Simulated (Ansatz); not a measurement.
**Two runs on La2O3**

System: La2O3 (5 atoms in the cell).
Method of run A: DFT, r2SCAN, plane waves, PAW, no spin polarisation (Ansatz 0.2.0).

The structure derives from an entry of the Crystallography Open Database. The geometry comes from this level: r2SCAN. Text and figures count atoms from 1; the logs count them from 0 in places.

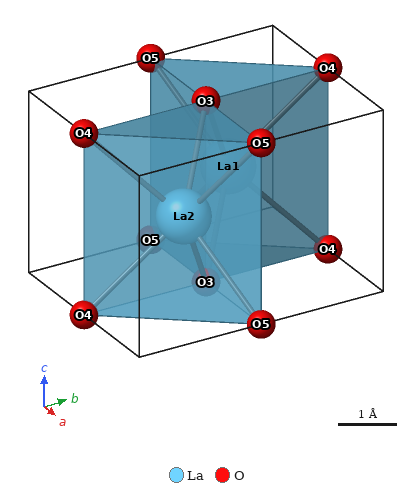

Fig. 1: The input geometry (polyhedral view of the cell of the calculation, seen slightly off an axis; polyhedra are completed across the faces of the cell; atoms are numbered from 1 in the order of the input). An atom can appear more than once, as a periodic image.

The input, run A:
```yaml
crystal:
  lattice:
    - [6.3545913348, 0.0, 0.0]
    - [-3.1772956674, 5.5032375266, 0.0]
    - [0.0, 0.0, 3.2787090847]
  atoms:
    - { symbol: La, position: [0.3333333333, 0.6666666667, 0.500075793] }
    - { symbol: La, position: [0.6666666667, 0.3333333333, 0.499924207] }
    - { symbol: O, position: [0.5000000168, 0.5000000168, 0.0] }
    - { symbol: O, position: [0.4999999832, 0.0, 0.0] }
    - { symbol: O, position: [0.0, 0.4999999832, 0.0] }
kpoints:
  mp_grid: { grid: [6, 6, 6] }
hamiltonian:
  xc: r2scan
scf:
  occupations: { method: fixed }
  n_extra_bands: 5
output:
  forces: true
  stress: true
  eigenvalues: true
```

Command:
```bash
ansatz run input.yaml --threads 2 --pin off --max-ram 3686MiB --backend cpu --events-out ev --progress --plain --runs-dir out
```

Hardware: 2 threads of Arm Neoverse V2, 24 GiB of memory available, shared host.

Output, shortened to warnings, some set-up lines, iterations and results (run A):
```
Basis set: ecut = 500 eV, 2873 PW (Γ), exchange–correlation on 192×192×96 points (64 copies of the dense FFT grid, shifted against one another)
Symmetry: 12 space group operations
k-points: 34 of 216
Initial density: superposition of atomic densities (neutral atoms: chi_scale 0, normalization atom), corrected by the library's trained network
[...]
SCF iter   1: F=—  HF=-14244.261183 eV  |F-HF|=—  |Δ(HF+E_count)|=         —  Δρ=1.37e-2  dr2=2.98e-1  dr2_τ=2.00e-1  ethr=1.77e-3  ⟨swp⟩=6.3  Hψ=3820  notcnv=0  defer=79
SCF iter   2: F=—  HF=-14244.399789 eV  |F-HF|=—  |Δ(HF+E_count)|=   1.39e-1  Δρ=7.38e-3  dr2=2.86e-2  dr2_τ=1.35e-2  ethr=7.44e-4  ⟨swp⟩=3.7  Hψ=1869  notcnv=0  defer=90
SCF iter   3: F=—  HF=-14244.397998 eV  |F-HF|=—  |Δ(HF+E_count)|=   1.79e-3  Δρ=2.67e-3  dr2=7.57e-3  dr2_τ=4.66e-4  ethr=7.14e-5  ⟨swp⟩=3.0  Hψ=1511  notcnv=0  defer=101
SCF iter   4: F=—  HF=-14244.398270 eV  |F-HF|=—  |Δ(HF+E_count)|=   2.72e-4  Δρ=1.15e-3  dr2=1.07e-3  dr2_τ=8.12e-5  ethr=1.89e-5  ⟨swp⟩=5.1  Hψ=1622  notcnv=0  defer=101
SCF iter   5: F=—  HF=-14244.398853 eV  |F-HF|=—  |Δ(HF+E_count)|=   5.84e-4  Δρ=2.40e-4  dr2=8.08e-5  dr2_τ=1.83e-6  ethr=2.68e-6  ⟨swp⟩=5.1  Hψ=1672  notcnv=0  defer=101
SCF iter   6: F=—  HF=-14244.399078 eV  |F-HF|=—  |Δ(HF+E_count)|=   2.24e-4  Δρ=3.18e-5  dr2=2.94e-6  dr2_τ=3.59e-8  ethr=2.02e-7  ⟨swp⟩=4.7  Hψ=1695  notcnv=0  defer=99
SCF iter   7: F=—  HF=-14244.399091 eV  |F-HF|=—  |Δ(HF+E_count)|=   1.37e-5  Δρ=5.69e-6  dr2=1.01e-7  dr2_τ=1.38e-9  ethr=2.50e-10  ⟨swp⟩=14.9  Hψ=5924  notcnv=0
SCF iter   8: F=-14244.399091 eV  HF=-14244.399091 eV  |F-HF|=9.70e-9  |Δ(HF+E_count)|=   5.76e-9  Δρ=1.08e-6  dr2=2.07e-9  dr2_τ=5.55e-11  ethr=2.50e-10  ⟨swp⟩=6.4  Hψ=3437  …
SCF 1 converged in 8 iterations: F = -14244.399091 eV  dr2 = 2.07e-9
SCF converged after 8 iterations
Free energy (F): -14244.399091 eV
Harris-Foulkes:  -14244.399091 eV  (|F-HF|=9.70e-9)
Internal energy: -14244.399091 eV  (E = F + TS)
E sigma→0 (E₀):  -14244.399091 eV
Fermi energy:    5.620203 eV
--- Per-component energies (eV) ---
  E_band       = -205.836030
  E_kinetic    = 914.263522
  E_local      = -2808.574793  (includes V_loc(G=0)·N_el)
  E_nonlocal   = 331.549625
  E_hartree    = 1099.619244
  E_xc         = -487.533829
  E_vxc        = -643.079054  (∫ρ·V_xc dr)
  E_paw        = -11355.602959  (= ΣΔE_a)
  E_vpaw       = -236.970388  (= ΣTr[D̂ρ^β])
  E_aug_tail   = 0.003056  (compensation charges beyond the density's cutoff)
  E_vtau       = 37.735341  (kinetic-family band-sum trace: ∫τ·v_τ [+ j·A + Jᵃ·Aᵃ] dr)
  E_ewald      = -1938.164159
  E_core_change = 0.041202  (= ΣΔE_core)
  E_smearing   = -0.000000  (= −TS)
  E_closure    = 0.000000  (closes the sum)
  Σ components = -14244.399091   (vs F -14244.399091, Δ=0.00e0)
--- Forces (eV/Å), atoms counted from 1 ---
  atom   1  La    -0.00000000    -0.00000000    -0.00059491
  atom   2  La     0.00000000     0.00000000     0.00059491
  atom   3  O      0.00000000     0.00000000     0.00000000
  atom   4  O     -0.00000000     0.00000000     0.00000000
  atom   5  O      0.00000000     0.00000000    -0.00000000
  max |Σ_I F_I| component: 8.41e-30 eV/Å
--- Stress (GPa, compression-positive) ---
        0.000703       0.000000       0.000000
        0.000000       0.000703       0.000000
        0.000000       0.000000       0.006031
  P = ⅓ Tr σ = 0.0025 GPa (0.025 kbar)
```

For run B the input was changed thus:
```diff
-    - [6.3545913348, 0.0, 0.0]
-    - [-3.1772956674, 5.5032375266, 0.0]
-    - [0.0, 0.0, 3.2787090847]
+    - [6.4175121727, 0.0, 0.0]
+    - [-3.2087560863, 5.5577285706, 0.0]
+    - [0.0, 0.0, 3.3111736622]
```

What does this change do to the results?

With the same functional and potentials, run B lies 6.0 meV per atom higher. The gap on the mesh goes from 1.92 to 2.06 eV. The pressure goes from 0.00 to −2.73 GPa. The volume per atom goes from 22.93 to 23.62 Å³. The cell is scaled evenly with the atoms at fixed fractional positions, so −ΔP/Δ ln V estimates the bulk modulus midway between the two volumes: about 92 GPa. The number of SCF iterations is the same. The plane waves at Γ go from 2873 to 3007.

Output, shortened to warnings, some set-up lines, iterations and results (run B):
```
Basis set: ecut = 500 eV, 3007 PW (Γ), exchange–correlation on 192×192×100 points (64 copies of the dense FFT grid, shifted against one another)
Symmetry: 12 space group operations
k-points: 34 of 216
Initial density: superposition of atomic densities (neutral atoms: chi_scale 0, normalization atom), corrected by the library's trained network
[...]
SCF iter   1: F=—  HF=-14244.248955 eV  |F-HF|=—  |Δ(HF+E_count)|=         —  Δρ=1.39e-2  dr2=3.20e-1  dr2_τ=1.91e-1  ethr=1.77e-3  ⟨swp⟩=6.3  Hψ=3831  notcnv=0  defer=84
SCF iter   2: F=—  HF=-14244.370897 eV  |F-HF|=—  |Δ(HF+E_count)|=   1.22e-1  Δρ=7.69e-3  dr2=3.19e-2  dr2_τ=1.52e-2  ethr=7.99e-4  ⟨swp⟩=3.8  Hψ=1867  notcnv=0  defer=87
SCF iter   3: F=—  HF=-14244.368230 eV  |F-HF|=—  |Δ(HF+E_count)|=   2.67e-3  Δρ=2.69e-3  dr2=8.04e-3  dr2_τ=4.82e-4  ethr=7.98e-5  ⟨swp⟩=3.0  Hψ=1489  notcnv=0  defer=101
SCF iter   4: F=—  HF=-14244.368260 eV  |F-HF|=—  |Δ(HF+E_count)|=   2.94e-5  Δρ=1.03e-3  dr2=8.67e-4  dr2_τ=7.43e-5  ethr=2.01e-5  ⟨swp⟩=5.0  Hψ=1587  notcnv=0  defer=102
SCF iter   5: F=—  HF=-14244.368855 eV  |F-HF|=—  |Δ(HF+E_count)|=   5.96e-4  Δρ=1.96e-4  dr2=7.01e-5  dr2_τ=1.17e-6  ethr=2.17e-6  ⟨swp⟩=5.0  Hψ=1674  notcnv=0  defer=102
SCF iter   6: F=—  HF=-14244.369067 eV  |F-HF|=—  |Δ(HF+E_count)|=   2.12e-4  Δρ=3.34e-5  dr2=3.27e-6  dr2_τ=6.72e-8  ethr=1.75e-7  ⟨swp⟩=4.9  Hψ=1721  notcnv=0  defer=97
SCF iter   7: F=—  HF=-14244.369080 eV  |F-HF|=—  |Δ(HF+E_count)|=   1.22e-5  Δρ=7.04e-6  dr2=1.31e-7  dr2_τ=2.91e-9  ethr=8.18e-9  ⟨swp⟩=2.6  Hψ=1413  notcnv=0  defer=97
SCF iter   8: F=-14244.369080 eV  HF=-14244.369080 eV  |F-HF|=8.33e-9  |Δ(HF+E_count)|=   2.14e-8  Δρ=1.13e-6  dr2=2.98e-9  dr2_τ=4.90e-11  ethr=2.50e-10  ⟨swp⟩=16.1  Hψ=5277 …
SCF 1 converged in 8 iterations: F = -14244.369080 eV  dr2 = 2.98e-9
SCF converged after 8 iterations
Free energy (F): -14244.369080 eV
Harris-Foulkes:  -14244.369080 eV  (|F-HF|=8.33e-9)
Internal energy: -14244.369080 eV  (E = F + TS)
E sigma→0 (E₀):  -14244.369080 eV
Fermi energy:    5.217108 eV
--- Per-component energies (eV) ---
  E_band       = -218.115710
  E_kinetic    = 910.838713
  E_local      = -2831.481101  (includes V_loc(G=0)·N_el)
  E_nonlocal   = 331.245340
  E_hartree    = 1105.919389
  E_xc         = -486.518582
  E_vxc        = -641.693082  (∫ρ·V_xc dr)
  E_paw        = -11355.255698  (= ΣΔE_a)
  E_vpaw       = -236.615463  (= ΣTr[D̂ρ^β])
  E_aug_tail   = 0.002985  (compensation charges beyond the density's cutoff)
  E_vtau       = 37.750699  (kinetic-family band-sum trace: ∫τ·v_τ [+ j·A + Jᵃ·Aᵃ] dr)
  E_ewald      = -1919.161326
  E_core_change = 0.041202  (= ΣΔE_core)
  E_smearing   = -0.000000  (= −TS)
  E_closure    = 0.000000  (closes the sum)
  Σ components = -14244.369080   (vs F -14244.369080, Δ=0.00e0)
--- Forces (eV/Å), atoms counted from 1 ---
  atom   1  La     0.00000000    -0.00000000    -0.00036765
  atom   2  La    -0.00000000     0.00000000     0.00036765
  atom   3  O     -0.00000000    -0.00000000     0.00000000
  atom   4  O      0.00000000     0.00000000     0.00000000
  atom   5  O      0.00000000     0.00000000    -0.00000000
  max |Σ_I F_I| component: 5.78e-19 eV/Å
--- Stress (GPa, compression-positive) ---
       -2.266415      -0.000000      -0.000000
       -0.000000      -2.266415       0.000000
        0.000000       0.000000      -3.645475
  P = ⅓ Tr σ = -2.7261 GPa (-27.261 kbar)
```

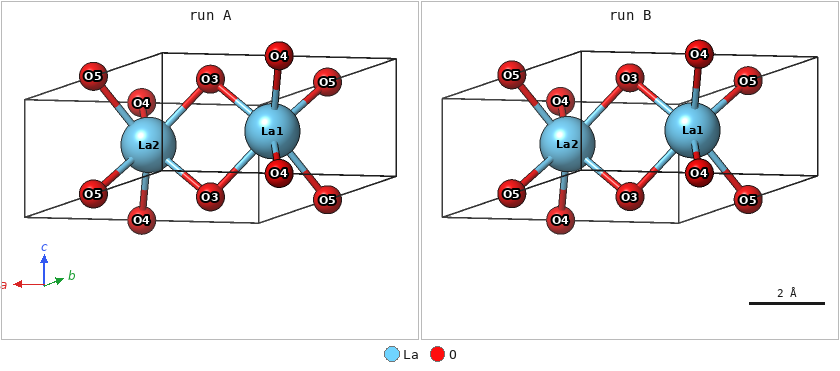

Fig. 2: The two input geometries at one scale (ball-and-stick view of the cell of the calculation, seen at an oblique angle). No atom moves by more than 0.005 Å relative to the cell. The volume changes by +3.0 %, with a = b 6.355 → 6.418 Å (+1.0 %), c 3.279 → 3.311 Å (+1.0 %). Among the contacts that change: La1–O3 2.460 → 2.485 Å.

The two runs side by side:

| quantity | run A | run B |
| --- | --- | --- |
| outcome | converged | converged |
| free energy per atom (eV) | −2848.8798 | −2848.8738 |
| gap on the mesh (eV) | 1.92 | 2.06 |
| pressure (GPa) | 0.00 | −2.73 |
| volume per atom (Å³) | 22.93 | 23.62 |
| largest force (eV/Å) | 0.001 | 0.000 |
| SCF iterations | 8 | 8 |
| irreducible k-points | 34 | 34 |
| plane waves at Γ | 2873 | 3007 |
| wall time (shared host) | 11 s | 11 s |
